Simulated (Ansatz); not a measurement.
The compound is MgO (space group Fm-3m, No. 225), taken as the geometry relaxed with Ansatz, DFT, r2SCAN+rVV10, plane waves, PAW; the starting structure was generated, so it need not be a known form of this composition.

```cif
data_structure
_symmetry_space_group_name_H-M 'Fm-3m'
_symmetry_Int_Tables_number 225
_cell_length_a 4.1951
_cell_length_b 4.1951
_cell_length_c 4.1951
_cell_angle_alpha 90.000
_cell_angle_beta 90.000
_cell_angle_gamma 90.000
_cell_volume 73.83
loop_
_atom_site_label
_atom_site_type_symbol
_atom_site_symmetry_multiplicity
_atom_site_Wyckoff_symbol
_atom_site_fract_x
_atom_site_fract_y
_atom_site_fract_z
_atom_site_occupancy
Mg1 Mg 4 a 0.00000 0.00000 0.00000 1
O1 O 4 b 0.50000 0.00000 0.00000 1
```

Describe the stacking along [111], with columns A (0, 0), B (1/3, 2/3), C (2/3, 1/3) of the hexagonal mesh spanned by (a − b)/2 and (b − c)/2.

Mg(A) – O(C) – Mg(B) – O(A) – Mg(C) – O(B) (six layers in 7.27 Å).

O layers alone: CAB, the cubic close-packed type.

Mg: three octahedral sites in each hexagonal cell.

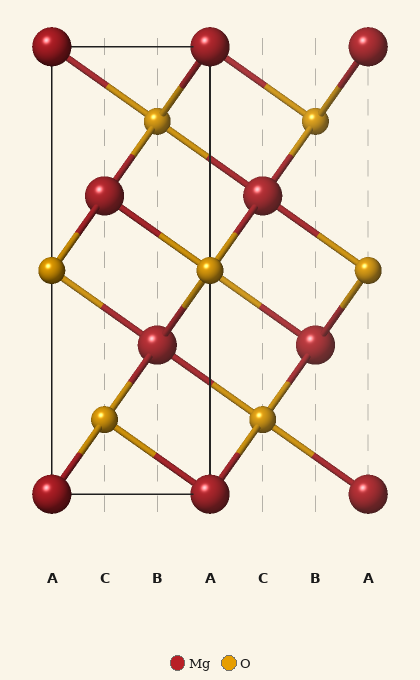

The picture looks along a close-packed row of the hexagonal mesh; [111] points upwards. The dashed lines mark the three columns A (0, 0), B (1/3, 2/3) and C (2/3, 1/3). The box is the hexagonal cell of the face-centred cubic lattice. The sequence starts with the first layer at or above the cell's origin.
